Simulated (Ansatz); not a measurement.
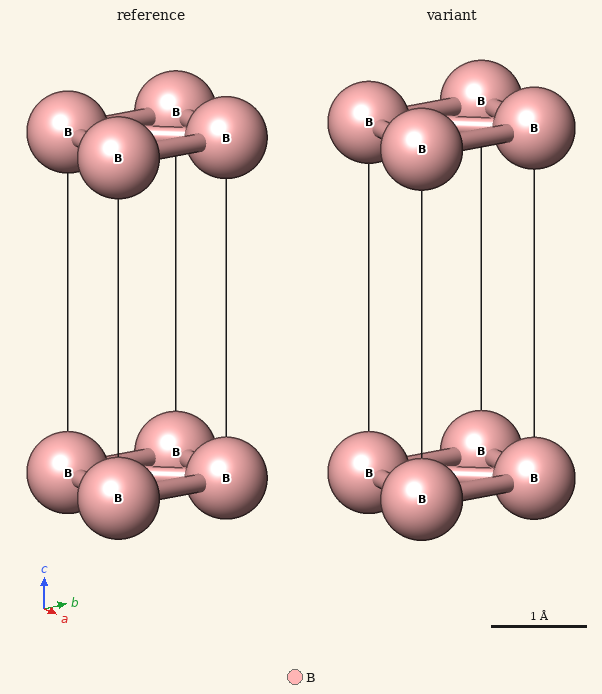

Left: a symmetric starting cell of B. Right: the same structure after one change, at the same scale. A ball-and-stick model of the cell of the calculation, seen slightly off an axis.

Theory: DFT PBEsol, scalar-relativistic, plane waves, PAW (Ansatz 0.2.0). (plane-wave cutoff 420 eV; k-point mesh 24 × 24 × 10; occupations gaussian; smearing width 0.1 eV; no spin polarisation)

Question: What distinguishes the right structure from the left one?

Answer: The cell is strained by +2.9 % along c and +4.4 % across it (volume +12.0 %), the atoms keeping their fractional coordinates. No relaxation follows. The starting cell wasn't computed here and needn't be at equilibrium, so pressure and forces aren't due to the change alone.

Question: And its effect?

Answer: Some distances before and after: B–B 1.702 → 1.777 Å. The space group stays P6/mmm (No. 191). The pressure is −17.6 GPa (not all of it need come from the change, since the unchanged cell can be under pressure at this level too). The principal stresses (compression positive) are −1.0 GPa along c and −26.0 GPa across it. All forces vanish by symmetry.
